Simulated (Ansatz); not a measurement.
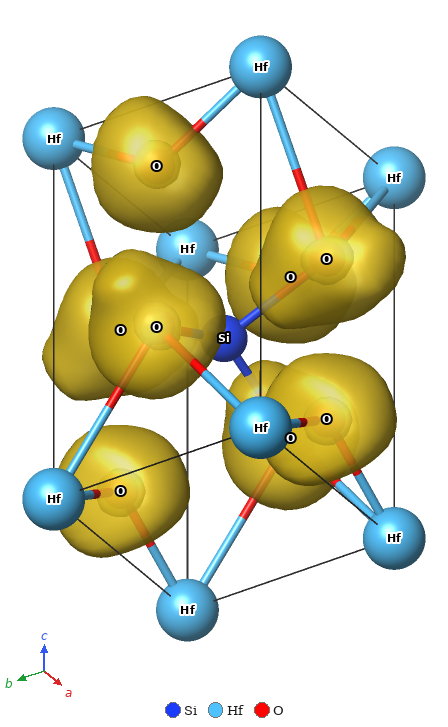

HfSiO$_{4}$. Isosurface of the electron localisation function at 0.65 (yellow), seen at an oblique angle. Core shells and regions of very low density are left out. Sticks mark near contacts.

Space group P-4m2; a structure from a database of computed crystals, not necessarily the ambient phase; started from the tetragonal host prototype, which need not be the ambient phase.

Level of theory: DFT, r2SCAN, plane waves, PAW in Ansatz.

Input file:

```
crystal:
  lattice:
    - [3.316116791, 0.0, 0.0]
    - [0.0, 3.316116791, 0.0]
    - [0.0, 0.0, 5.7690040846]
  atoms:
    - { symbol: Si, position: [0.5, 0.5, 0.5] }
    - { symbol: Hf, position: [0.0, 0.0, 0.0] }
    - { symbol: O, position: [0.5, 0.0, 0.6223781974] }
    - { symbol: O, position: [0.0, 0.5, 0.8245681059] }
    - { symbol: O, position: [0.0, 0.5, 0.3776218026] }
    - { symbol: O, position: [0.5, 0.0, 0.1754318941] }
kpoints:
  mp_grid: { grid: [8, 8, 4] }
hamiltonian:
  xc: r2scan
scf:
  occupations: { method: fermi_dirac, width: 0.02 }
relax:
  f_tol: 0.005
  cell: {}
output:
  write_density: true
  write_potential: true
  elf: true
  volumetric_format: npy
```

Run with:

```sh
ansatz run input.yaml --threads 2 --pin off --max-ram 29491MiB --backend cpu --events-out ev --progress --plain --runs-dir out
```

Below, planes, directions and counts refer to the conventional cell (a = 3.29 Å, b = 3.29 Å, c = 5.70 Å, α = 90.00°, β = 90.00°, γ = 90.00°).

The fields are those of the relaxed geometry.

**Where are the electrons localised?**

The ELF exceeds this value in two regions on O in which the atom's valence shell and bonds are merged and two regions wrapped around O (the valence shell of each), counted in one cell of 6 atoms. Regions shared between cells count once. Profiles from the grid: Si–O (1.78 Å): the ELF peaks at about 0.85 between the atoms, as expected for a shared but strongly polarised pair. Hf–O (1.93 Å): the ELF peaks at about 0.80 in the valence shell of O, 0.6 Å from its nucleus, and drops to about 0.20 between the two atoms: no shared electron pair shows on this line.

**Does the calculation give a band gap?**

It is gapped, with a Kohn–Sham gap of 3.2 eV on the k-point mesh, an upper bound to the gap of this method.
